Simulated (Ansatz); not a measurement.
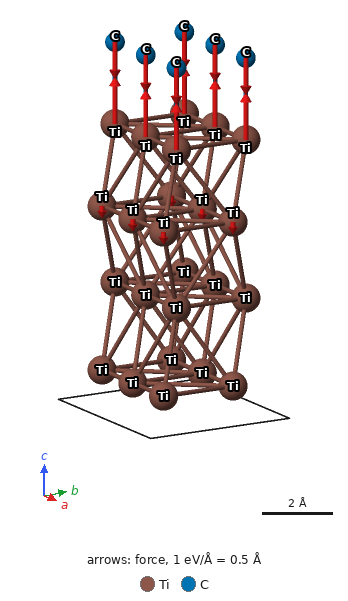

Starting geometry of a slab of composition Ti4C (cut from the P6_3/mmc phase) with the computed forces as red arrows. Style: ball-and-stick. Shown: the 3 × 2 repeat of the cell, outlined in the plane, without the vacuum, slightly off an axis.

Case: C put at a top Ti site. The slab is the (0 0 1) face of Ti with C on it. 2 atoms are held fixed.

The calculation used Ansatz, DFT r2SCAN, scalar-relativistic, plane waves, PAW. Settings: plane-wave cutoff 500 eV; k-point mesh 12 × 12 × 1; occupations gaussian; smearing width 0.1 eV; no spin polarisation; dipole correction; atoms relaxed in a fixed cell; force threshold 0.03 eV/Å; at most 70 steps.

Question: What follows when this structure is relaxed?

Answer: It isn't relaxed: the largest force vector, on a Ti atom, is 2.75 eV/Å. The final displacements follow the starting forces only in part (cosine between the two patterns 0.75). Over 3 accepted moves (4 points after the start) the energy falls by 0.630 eV per cell of the calculation. Largest force component: 2.8 eV/Å at the start, 0.0097 eV/Å at the end. 1 step only repeated the SCF at the same geometry. The C atom moves most: 0.34 Å along the normal (−c). By element the largest moves are C 0.34 Å, Ti 0.09 Å. The cell stays as it was. Some distances before and after: C–Ti 2.360 → 1.966 Å, Ti–Ti 2.741 → 2.859 Å, Ti–Ti 2.949 → 2.874 Å. Cost: 2.7 min on 1 thread of Arm Neoverse V2, on a shared host, peak memory 0.89 GiB.

Limits of the set-up: the periodic images lie only 2.9 Å apart, so the values are limited by the cell's size.
